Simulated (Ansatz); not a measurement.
The calculation's input:

```
crystal:
  lattice:
    - [3.1846371011, 0.0, 0.0]
    - [-1.5923185505, 2.7579766314, 0.0]
    - [0.0, 0.0, 10.2508826396]
  atoms:
    - { symbol: Sn, position: [0.0, 0.0, 0.5] }
    - { symbol: Sn, position: [0.0, 0.0, 0.0] }
    - { symbol: O, position: [0.6666666667, 0.3333333333, 0.4018520904] }
    - { symbol: O, position: [0.6666666667, 0.3333333333, 0.0981479096] }
    - { symbol: O, position: [0.3333333333, 0.6666666667, 0.5981479096] }
    - { symbol: O, position: [0.3333333333, 0.6666666667, 0.9018520904] }
basis:
  ecutwfc: 520.0
kpoints:
  mp_grid: { grid: [12, 12, 4] }
hamiltonian:
  xc: pbe
  pseudopotentials: { kind: paw, azcp: { folder: soft_1 } }
  dispersion: d3bj
scf:
  occupations: { method: gaussian, width: 0.05 }
output:
  forces: true
  stress: true
  eigenvalues: true
  write_density: true
  write_potential: true
  elf: true
  volumetric_format: npy
```

Launched as:

```sh
ansatz run input.yaml --threads 2 --pin off --max-ram 4096MiB --backend cpu --events-out ev --progress --plain --runs-dir out
```

Below, planes, directions and counts refer to the conventional cell (a = 3.18 Å, b = 3.18 Å, c = 10.25 Å, α = 90.00°, β = 90.00°, γ = 120.00°).

Space group P6₃/mmc; a point of a scan over the structure, not its minimum; a structure from a database of computed crystals, not necessarily the ambient phase; changed on purpose from its base cell (mode 1 frozen in at +0.000 Å, equal normal strain along x, y and z -0.0083); computed pressure about 4 GPa in this cell; PAW files of the earlier set (soft_1).

Level of theory: DFT PBE+D3(BJ), scalar-relativistic, plane waves, PAW (Ansatz 0.2.0).

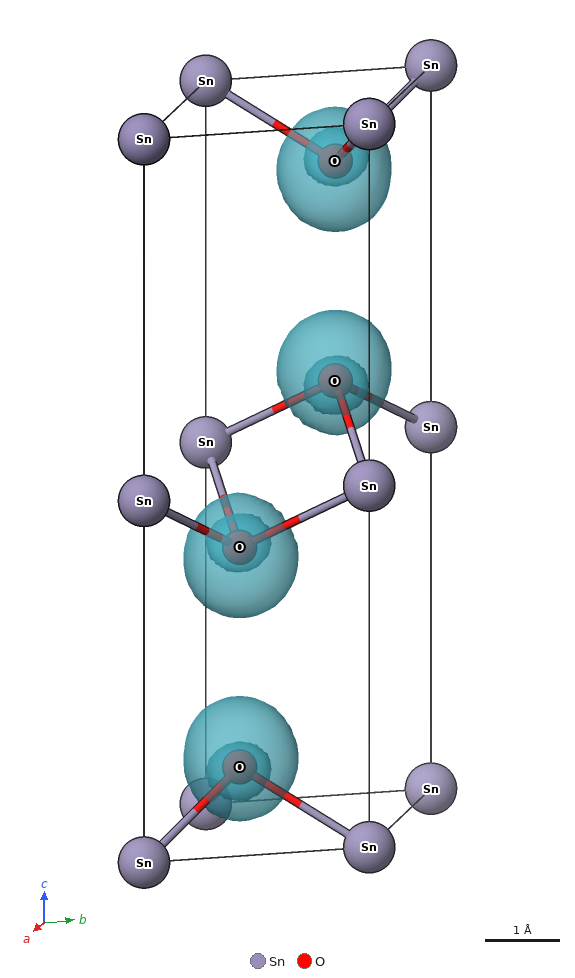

SnO2. Isosurface of the ELF at 0.75 (cyan), seen slightly off an axis. Core shells and regions of very low density are left out. Sticks mark near contacts.

**Where are the electrons localised?**

The surface consists of four regions wrapped around O (the valence shell of each), counted in one cell of 6 atoms. Any copies at cell faces, edges or corners count once. Profiles from the grid: Sn–O (2.10 Å): the ELF peaks at about 0.80 in the valence shell of O, 0.6 Å from its nucleus, and is about 0.30 at the midpoint; no shared electron pair shows on this line.
